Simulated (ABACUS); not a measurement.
## Run report: TiO2, band-structure run (part 1 of 2)

- system: TiO2 (I4₁/amd, 6 atoms in the cell)
- method: Kohn-Sham DFT of a periodic cell, r2SCAN, SG15 ONCV 1.2 PBE, no spin polarisation (ABACUS 3.10.1)

The structure derives from an entry of the Crystallography Open Database. It belongs to a series of runs on one base structure; here: bands on the converged density.

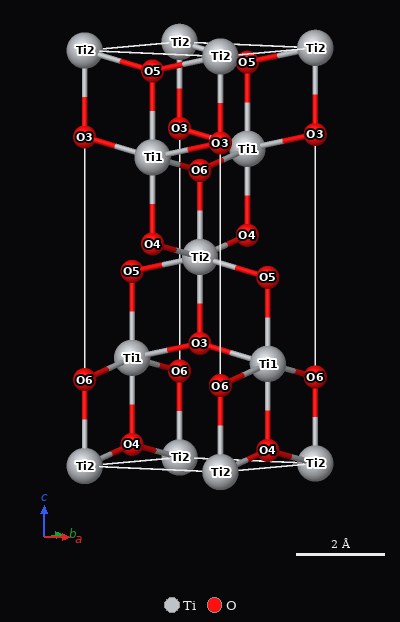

*The structure as given in the input (ball-and-stick view of the cell 2 times as large as that of the calculation, set on its symmetry axes, seen at an oblique angle; atoms are numbered from 1 in the order of the input). An atom can appear more than once, as a periodic image.*

Near neighbours in the periodic cell (some may lie outside the picture): Ti has 6 O at 1.93 to 1.98 Å; O has 3 Ti at 1.93 to 1.98 Å.

**Input file**
```
INPUT_PARAMETERS
suffix              TiO2
calculation         nscf
basis_type          pw
pseudo_dir          ./
symmetry            -1
dft_functional      MGGA_X_R2SCAN+MGGA_C_R2SCAN
ecutwfc             97.0
pseudo_rcut         7
nspin               1
nbands              35
ks_solver           dav
smearing_method     fd
smearing_sigma      0.00367493
scf_thr             1e-08
scf_nmax            100
mixing_type         broyden
mixing_beta         0.7
mixing_tau          1
init_chg            file
pw_diag_thr         1e-07
out_band            1
kpar                4
```

**File STRU**
```
ATOMIC_SPECIES
Ti 47.8670 Ti_ONCV_PBE-1.2.upf
O 15.9990 O_ONCV_PBE-1.2.upf

LATTICE_CONSTANT
1.8897261246

LATTICE_VECTORS
-1.8921000000 1.8921000000 4.7573000000
1.8921000000 -1.8921000000 4.7573000000
1.8921000000 1.8921000000 -4.7573000000

ATOMIC_POSITIONS
Direct

Ti
0.0
2
0.7500000000 0.2500000000 0.5000000000 1 1 1
0.0000000000 0.0000000000 0.0000000000 1 1 1

O
0.0
4
0.7919000000 0.7919000000 0.0000000000 1 1 1
0.5419000000 0.0419000000 0.5000000000 1 1 1
0.9581000000 0.4581000000 0.5000000000 1 1 1
0.2081000000 0.2081000000 0.0000000000 1 1 1
```

**File KPT**
```
K_POINTS
13
Line
0.00000000 0.00000000 0.00000000 6 // G
-0.50000000 0.50000000 0.00000000 6 // X
-0.50000000 0.50000000 -0.07909283 6 // Y
-0.28954641 0.28954641 -0.28954641 6 // S
0.00000000 0.00000000 0.00000000 6 // G
0.50000000 0.50000000 -0.50000000 6 // Z
0.28954641 0.71045359 -0.71045359 6 // S1
0.00000000 0.50000000 -0.50000000 6 // N
-0.25000000 0.75000000 -0.25000000 6 // P
0.07909283 0.92090717 -0.50000000 6 // Y1
0.50000000 0.50000000 -0.50000000 1 // Z
-0.50000000 0.50000000 0.00000000 6 // X
-0.25000000 0.75000000 -0.25000000 1 // P
```

Machine: 4 threads of Intel Xeon (Granite Rapids), 32 GiB of memory available, shared host.

Launched with:
```bash
OMP_NUM_THREADS=1 mpirun -np 4 abacus > log
```

**What the program printed**
```
ABACUS v3.10.1

               Atomic-orbital Based Ab-initio Computation at UStc

 ------------------------------------------------------------------------------------

 READING GENERAL INFORMATION
                           global_out_dir = OUT.TiO2/
                           global_in_card = INPUT
                               pseudo_dir = ./
                              orbital_dir =
                                    DSIZE = 4
                                    GSIZE = 1

 READING UNITCELL INFORMATION
                                    ntype = 2
                  lattice constant (Bohr) = 1.88973
              lattice constant (Angstrom) = 1

 READING ATOM TYPE 1
                               atom label = Ti
                      L=0, number of zeta = 1
                      L=1, number of zeta = 1
                      L=2, number of zeta = 1
             number of atom for this type = 2

 READING ATOM TYPE 2
                               atom label = O
                      L=0, number of zeta = 1
                      L=1, number of zeta = 1
                      L=2, number of zeta = 1
             number of atom for this type = 4

                        TOTAL ATOM NUMBER = 6
DIRECT COORDINATES
    atom                   x                   y                   z     mag                  vx                  vy                  vz
taud_Ti1            0.7500000000        0.2500000000        0.5000000000  0.0000        0.0000000000        0.0000000000        0.0000000000
taud_Ti2            0.0000000000        0.0000000000        0.0000000000  0.0000        0.0000000000        0.0000000000        0.0000000000
taud_O1            0.7919000000        0.7919000000        0.0000000000  0.0000        0.0000000000        0.0000000000        0.0000000000
taud_O2            0.5419000000        0.0419000000        0.5000000000  0.0000        0.0000000000        0.0000000000        0.0000000000
taud_O3            0.9581000000        0.4581000000        0.5000000000  0.0000        0.0000000000        0.0000000000        0.0000000000
taud_O4            0.2081000000        0.2081000000        0.0000000000  0.0000        0.0000000000        0.0000000000        0.0000000000

                          Volume (Bohr^3) = 459.733
                             Volume (A^3) = 68.1253

 Lattice vectors: (Cartesian coordinate: in unit of a_0)
              -1.8921             +1.8921             +4.7573
              +1.8921             -1.8921             +4.7573
              +1.8921             +1.8921             -4.7573
 Reciprocal vectors: (Cartesian coordinate: in unit of 2 pi/a_0)
                   +0           +0.264257           +0.105102
            +0.264257                  +0           +0.105102
            +0.264257           +0.264257                  +0
 The esolver type has been set to : ksdft_pw

                PAO radial cut off (Bohr) = 7

 Read in pseudopotential file is Ti_ONCV_PBE-1.2.upf
                     pseudopotential type = NC
          exchange-correlation functional = PBE
                 nonlocal core correction = 0
                        valence electrons = 12
                                     lmax = 2
                           number of zeta = 0
                     number of projectors = 6
                           L of projector = 0
                           L of projector = 0
                           L of projector = 1
                           L of projector = 1
                           L of projector = 2
                           L of projector = 2
 XC functional updated to : MGGA_X_R2SCAN+MGGA_C_R2SCAN
          exchange-correlation functional = MGGA_X_R2SCAN+MGGA_C_R2SCAN
                PAO radial cut off (Bohr) = 7

 Read in pseudopotential file is O_ONCV_PBE-1.2.upf
                     pseudopotential type = NC
          exchange-correlation functional = PBE
                 nonlocal core correction = 0
                        valence electrons = 6
                                     lmax = 1
                           number of zeta = 0
                     number of projectors = 4
                           L of projector = 0
                           L of projector = 0
                           L of projector = 1
                           L of projector = 1
 XC functional updated to : MGGA_X_R2SCAN+MGGA_C_R2SCAN
          exchange-correlation functional = MGGA_X_R2SCAN+MGGA_C_R2SCAN
     initial pseudo atomic orbital number = 0

 SETUP THE ELECTRONS NUMBER
            electron number of element Ti = 12
      total electron number of element Ti = 24
             electron number of element O = 6
       total electron number of element O = 24
            AUTOSET number of electrons:  = 48
                           occupied bands = 24
                                   NBANDS = 35
                                   NLOCAL = 54

%%%%%%%%%%%%%%%%%%%%%%%%%%%%%%%%%%%%%%%%%%%%%%%%%%%%%%%%%%%%%%%%%%%%%%%%%%%%%%%%%%%%%%%%%%%%%%%%%%%%%%%%%%
 Warning: the number of valence electrons in pseudopotential > 4 for Ti: [Ar] 3d2 4s2
 Pseudopotentials with additional electrons can yield (more) accurate outcomes, but may be less efficient.
 If you're confident that your chosen pseudopotential is appropriate, you can safely ignore this warning.
%%%%%%%%%%%%%%%%%%%%%%%%%%%%%%%%%%%%%%%%%%%%%%%%%%%%%%%%%%%%%%%%%%%%%%%%%%%%%%%%%%%%%%%%%%%%%%%%%%%%%%%%%%

 SETUP THE PLANE WAVE BASIS
 energy cutoff for charge/potential (unit:Ry) = 388
            fft grid for charge/potential = [ 72, 72, 72 ]
                        fft grid division = [ 1, 1, 1 ]
        big fft grid for charge/potential = [ 72, 72, 72 ]
                                     nbxx = 373248
                                     nrxx = 373248

 SETUP PLANE WAVES FOR CHARGE/POTENTIAL
                    number of plane waves = 59409
                         number of sticks = 2811

 PARALLEL PW FOR CHARGE/POTENTIAL
     PROC   COLUMNS(POT)             PW
        1           2811          59409
 --------------- sum -------------------
        1           2811          59409
                            number of |g| = 3524
                                  max |g| = 35.0925
                                  min |g| = 0

----------- Double Check Mixing Parameters Begin ------------
mixing_type: broyden
mixing_beta: 0.7
mixing_gg0: 1
mixing_gg0_min: 0.1
mixing_ndim: 8
----------- Double Check Mixing Parameters End ------------

 SETUP K-POINTS
                                    nspin = 1
                                   nkstot = 68
K-POINTS DIRECT COORDINATES
 KPOINTS    DIRECT_X    DIRECT_Y    DIRECT_Z  WEIGHT
       1  0.00000000  0.00000000  0.00000000  1.0000
       2 -0.08333333  0.08333333  0.00000000  1.0000
       3 -0.16666667  0.16666667  0.00000000  1.0000
       4 -0.25000000  0.25000000  0.00000000  1.0000
       5 -0.33333333  0.33333333  0.00000000  1.0000
       6 -0.41666667  0.41666667  0.00000000  1.0000
       7 -0.50000000  0.50000000  0.00000000  1.0000
       8 -0.50000000  0.50000000 -0.01318214  1.0000
       9 -0.50000000  0.50000000 -0.02636428  1.0000
      10 -0.50000000  0.50000000 -0.03954642  1.0000
      11 -0.50000000  0.50000000 -0.05272855  1.0000
      12 -0.50000000  0.50000000 -0.06591069  1.0000
      13 -0.50000000  0.50000000 -0.07909283  1.0000
      14 -0.46492440  0.46492440 -0.11416843  1.0000
      15 -0.42984880  0.42984880 -0.14924402  1.0000
      16 -0.39477321  0.39477321 -0.18431962  1.0000
      17 -0.35969761  0.35969761 -0.21939522  1.0000
      18 -0.32462201  0.32462201 -0.25447081  1.0000
      19 -0.28954641  0.28954641 -0.28954641  1.0000
      20 -0.24128867  0.24128867 -0.24128867  1.0000
      21 -0.19303094  0.19303094 -0.19303094  1.0000
      22 -0.14477320  0.14477320 -0.14477320  1.0000
      23 -0.09651547  0.09651547 -0.09651547  1.0000
      24 -0.04825773  0.04825773 -0.04825773  1.0000
      25  0.00000000  0.00000000  0.00000000  1.0000
      26  0.08333333  0.08333333 -0.08333333  1.0000
      27  0.16666667  0.16666667 -0.16666667  1.0000
      28  0.25000000  0.25000000 -0.25000000  1.0000
      29  0.33333333  0.33333333 -0.33333333  1.0000
      30  0.41666667  0.41666667 -0.41666667  1.0000
[... 38 further k points ...]

           k-point number in this process = 17
       minimum distributed K point number = 17

[... K-POINTS CARTESIAN COORDINATES: 17 rows ...]

[... K-POINTS DIRECT COORDINATES: 17 rows ...]

 SETUP PLANE WAVES FOR WAVE FUNCTIONS
     energy cutoff for wavefunc (unit:Ry) = 97
              fft grid for wave functions = [ 72, 72, 72 ]
                    number of plane waves = 8905
                         number of sticks = 797

 PARALLEL PW FOR WAVE FUNCTIONS
     PROC   COLUMNS(POT)             PW
        1            797           8905
 --------------- sum -------------------
        1            797           8905

 SETUP NONLOCAL PSEUDOPOTENTIALS IN PLANE WAVE BASIS
 Ti non-local projectors:
 projector 1 L=0
 projector 2 L=0
 projector 3 L=1
 projector 4 L=1
 projector 5 L=2
 projector 6 L=2
 O non-local projectors:
 projector 1 L=0
 projector 2 L=0
 projector 3 L=1
 projector 4 L=1
      TOTAL NUMBER OF NONLOCAL PROJECTORS = 68

 Init Non-Local PseudoPotential table :
 Init Non-Local-Pseudopotential done.

                                     npwx = 7434

 -------------------------------------------
 NONSELF-CONSISTENT
 -------------------------------------------

                                 init_chg = file
 try to read charge from file
 Read in the charge density: OUT.TiO2//TiO2-CHARGE-DENSITY.restart
 try to read kinetic energy density from file
 Read in the kinetic energy density: OUT.TiO2//TiO2-TAU-DENSITY.restart

 PW ALGORITHM --------------- ION=   1  ELEC=   1--------------------------------

 k(1/68) Iter steps (avg)=15 threshold=1e-07
 k(2/68) Iter steps (avg)=15 threshold=1e-07

 k(3/68) Iter steps (avg)=15 threshold=1e-07
 k(4/68) Iter steps (avg)=15 threshold=1e-07
 k(5/68) Iter steps (avg)=18 threshold=1e-07

 k(6/68) Iter steps (avg)=23 threshold=1e-07

 k(7/68) Iter steps (avg)=17 threshold=1e-07

 k(8/68) Iter steps (avg)=17 threshold=1e-07
 k(9/68) Iter steps (avg)=18 threshold=1e-07
 k(10/68) Iter steps (avg)=18 threshold=1e-07
 k(11/68) Iter steps (avg)=16 threshold=1e-07
 k(12/68) Iter steps (avg)=17 threshold=1e-07

 k(13/68) Iter steps (avg)=17 threshold=1e-07
 k(14/68) Iter steps (avg)=29 threshold=1e-07
 k(15/68) Iter steps (avg)=19 threshold=1e-07
 k(16/68) Iter steps (avg)=25 threshold=1e-07
 k(17/68) Iter steps (avg)=17 threshold=1e-07
[... levels at 17 k points of this process ...]
```
